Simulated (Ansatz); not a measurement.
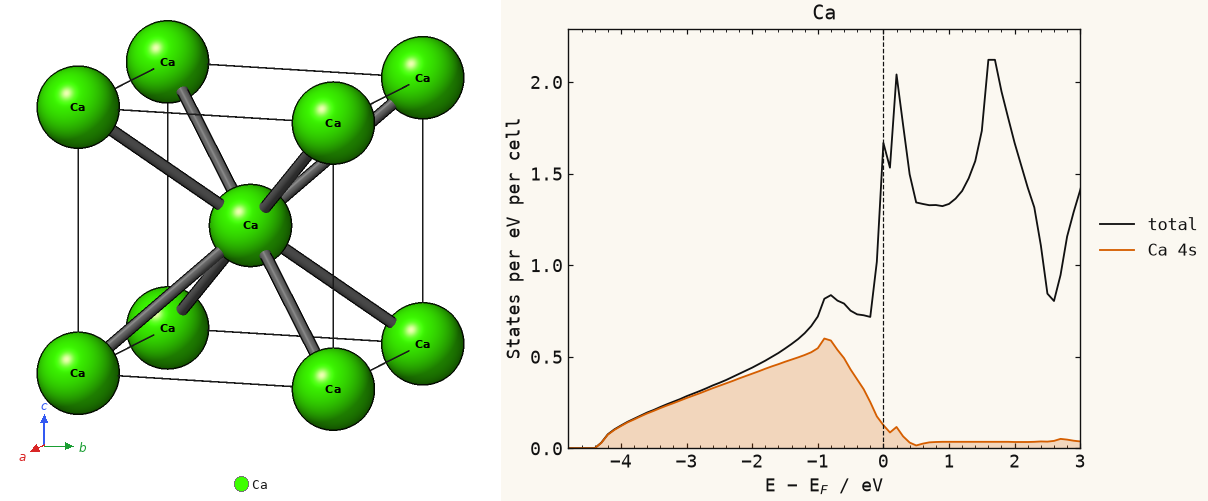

Density of states, beside the structure. Energies are counted from the Fermi level. The partial curves are projected on Löwdin-orthogonalised atomic shells; they sum to less than the total at higher energies, where shells without a projector contribute.

The material is Ca, space group Im-3m, 1 atom in the cell; a = 3.79 Å, b = 3.79 Å, c = 3.79 Å, α = 109.47°, β = 109.47°, γ = 109.47°.

Method: DFT r2SCAN, scalar-relativistic, plane waves, PAW, no spin polarisation, 14×14×14 k mesh, Gaussian smearing of 0.1 eV (Ansatz).

**What is the density of states at the Fermi level?**

It is a metal. The density of states at the Fermi level isn't well fixed here: it changes fast, and within 0.3 eV it runs from 0.72 to 2 per eV and cell.

The run has no spin polarisation, and a density of states this high at the Fermi level may favour a magnetic state.
